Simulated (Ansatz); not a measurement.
Na

```xyz
2
Lattice="-1.8346 3.2341 0.0207 3.7670 0.0565 0.0565 -0.0923 -0.0923 -6.1540" Properties=species:S:1:pos:R:3 pbc="T T T"
Na   -0.0366    2.1057   -4.5829
Na    1.8768    1.0926   -1.4939
```

Space group P-1; changed on purpose from its base cell (equal xy, yz and zx shear strains of +3 %, PAW files).

All numbers below come from DFT, PBE, PAW with Ansatz's default frozen-core files, scalar-relativistic (Ansatz).

Predict the valence pseudo-density and electron localisation function between the atoms.

Answer. Na–Na (3.72 Å): ρ is about 0.02 e/Å³ halfway; the ELF is about 0.45 at the midpoint.

Metal or insulator at this level of theory?

Answer. It is metallic or semimetallic at this level of theory: no gap opens.

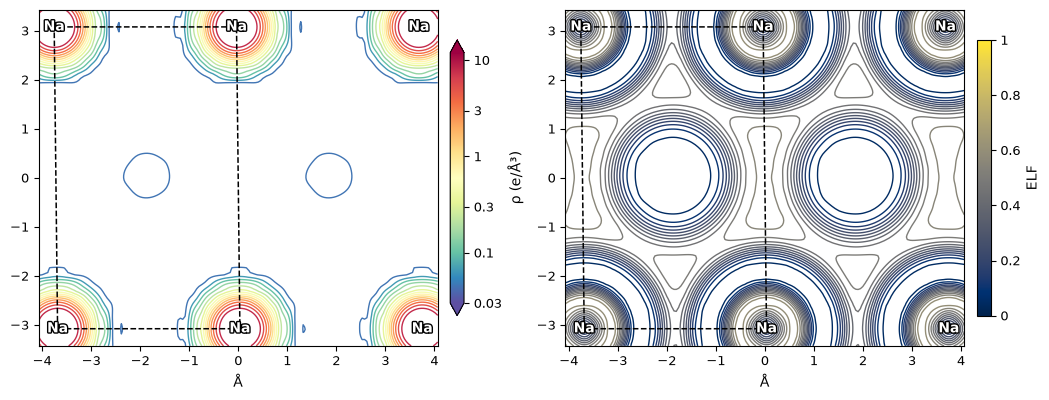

Computed valence pseudo-density and electron localisation function on the (010) plane of the conventional cell, in this order. 
